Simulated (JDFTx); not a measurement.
**Energy of CoO along an even scaling of the cell**

System: CoO (2 atoms in the cell).
Method: Kohn-Sham DFT of a periodic cell, PBEsol, PseudoDojo-SR-PBEsol-0.4.1-standard, spin-polarised (JDFTx 1.7.0 (patched build)).

The 7 runs differ only in the geometry, by an even scaling of the cell at fixed fractional positions. The structure derives from an entry of the Crystallography Open Database.

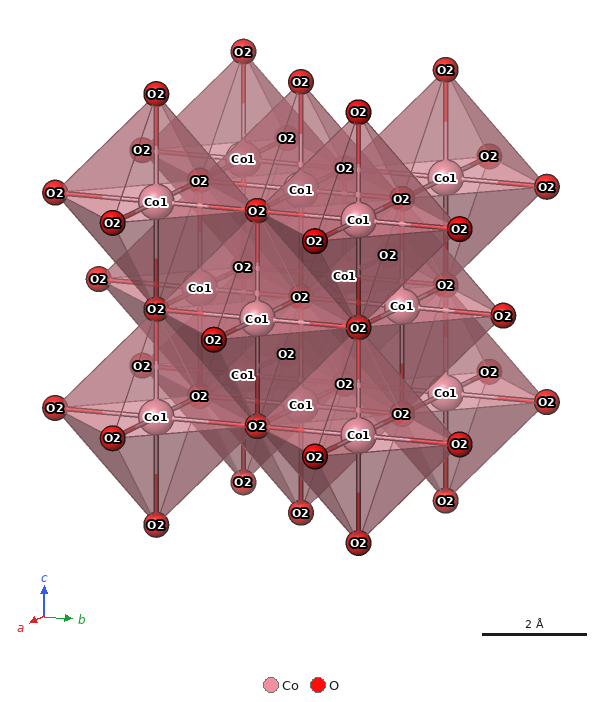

Figure 1. The structure of run 4 (polyhedral view of the cell 4 times as large as that of the calculation, set on its symmetry axes, seen slightly off an axis; polyhedra are completed across the faces of the cell; atoms are numbered from 1 in the order of the input). An atom can appear more than once, as a periodic image.

### Input of run 4
```
lattice \
    0.0000000000     4.0279512346     4.0279512346 \
    4.0279512346     0.0000000000     4.0279512346 \
    4.0279512346     4.0279512346     0.0000000000
coords-type Lattice
ion Co     0.0000000000     0.0000000000     0.0000000000 1
ion O      0.5000000000     0.5000000000     0.5000000000 1

ion-species pseudo/Co.upf
ion-species pseudo/O.upf
elec-cutoff 48 384
elec-ex-corr gga-PBEsol
kpoint-folding 11 11 11
elec-smearing Fermi 0.0018374661
elec-n-bands 19
spintype z-spin
initial-magnetic-moments Co 2
elec-initial-magnetization 2 no
electronic-SCF nIterations 100 energyDiffThreshold 1e-09
electronic-minimize nIterations 30 energyDiffThreshold 1e-7
forces-output-coords Cartesian

dump-name run.$VAR
dump End Ecomponents EigStats BandEigs Kpoints Forces Stress
```

Command:
```bash
jdftx -c 1 -i CoO.in -o CoO.out
```

Lattice vectors (Å) and fractional positions of run 4:
```
   0.000000    2.131500    2.131500
   2.131500    0.000000    2.131500
   2.131500    2.131500    0.000000
Co  0.000000  0.000000  0.000000
O   0.500000  0.500000  0.500000
```

Run 3 differs from it as follows:
```diff
-    0.0000000000     4.0279512346     4.0279512346 \
-    4.0279512346     0.0000000000     4.0279512346 \
-    4.0279512346     4.0279512346     0.0000000000
+    0.0000000000     4.0009171903     4.0009171903 \
+    4.0009171903     0.0000000000     4.0009171903 \
+    4.0009171903     4.0009171903     0.0000000000
```

### Results, with one run withheld

| run | volume per atom (Å³) | free energy per atom, from the lowest run given (meV) | pressure (GPa) |
| --- | --- | --- | --- |
| 1 | 9.103 | 0.00 | −0.64 |
| 2 | 9.297 | 2.98 | −4.38 |
| 3 | 9.490 | ? | ? |
| 4 | 9.684 | 21.72 | −11.11 |
| 5 | 9.878 | 36.92 | −14.11 |
| 6 | 10.071 | 55.60 | −16.83 |
| 7 | 10.265 | 77.39 | −19.27 |

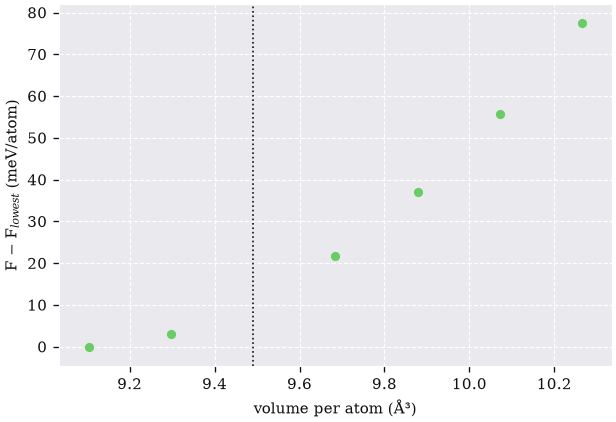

Figure 2. Free energy per atom of the runs given; the dotted line marks run 3.

Estimate the energy of run 3 from the others.

A cubic polynomial in V^(−2/3) (the Birch–Murnaghan form), fitted to the 6 runs given, misses them by at most 0.06 meV per atom. With x = V^(−2/3) − 0.21984 Å⁻², it reads F = 22.961 − 4682.9 x + 2.443e+05 x² − 5.8695e+05 x³ (meV per atom). At run 3 it gives 10.29 meV per atom, and the run itself gives 10.31. The slope of the fit gives a pressure −dF/dV of −7.81 GPa there, and the run prints −7.84 GPa. The fit has no minimum inside this range.

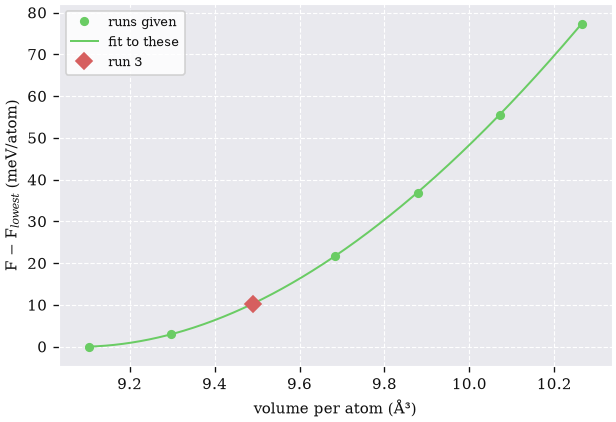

Figure 3. The fit and the withheld run.

### Some lines of the output (run 3)
```
[...]
unit cell volume = 128.088
     Etot =     -158.3608050569220609
        F =     -158.3619395172135285
	HOMO-LUMO gap: +0.000742
	Optical gap  : +0.000853 at state 101 ( [ +0.090909 +0.272727 -0.181818 ] spin -1 )
```
